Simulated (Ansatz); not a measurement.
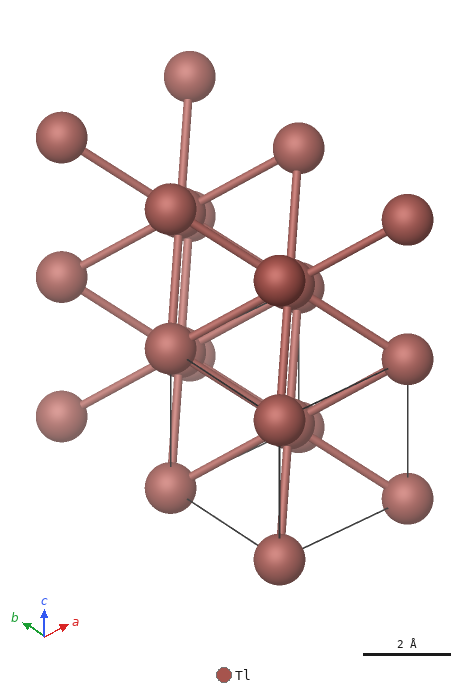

Reference structure: a symmetric starting cell of Tl. Style: ball-and-stick. Shown: the conventional cell (2 times the calculation's cell), repeated 1 × 2 × 2 with one cell outlined, from a free direction. Lengths and directions refer to the drawn axes.

Computed with DFT LDA, scalar-relativistic, plane waves, PAW (Ansatz). Settings: plane-wave cutoff 420 eV; k-point mesh 16 × 16 × 16; occupations gaussian; smearing width 0.1 eV; no spin polarisation.

Change: All lengths are scaled by +3.6 % (volume +11.2 %), the atoms keeping their fractional coordinates. No relaxation follows. The starting cell wasn't computed here and needn't be at equilibrium, so pressure and forces aren't due to the change alone.

> Predict the response.

The pressure is −4.7 GPa (not all of it need come from the change, since the unchanged cell can be under pressure at this level too). All forces vanish by symmetry. Some distances before and after: Tl–Tl 3.362 → 3.483 Å. The space group stays Im-3m (No. 229).

The changed structure in the same view:

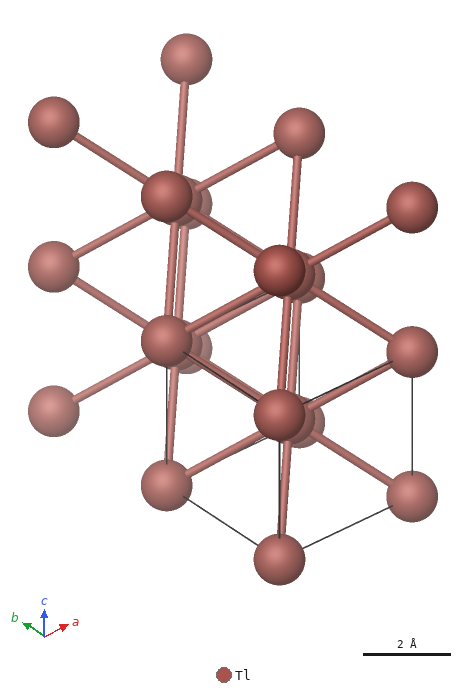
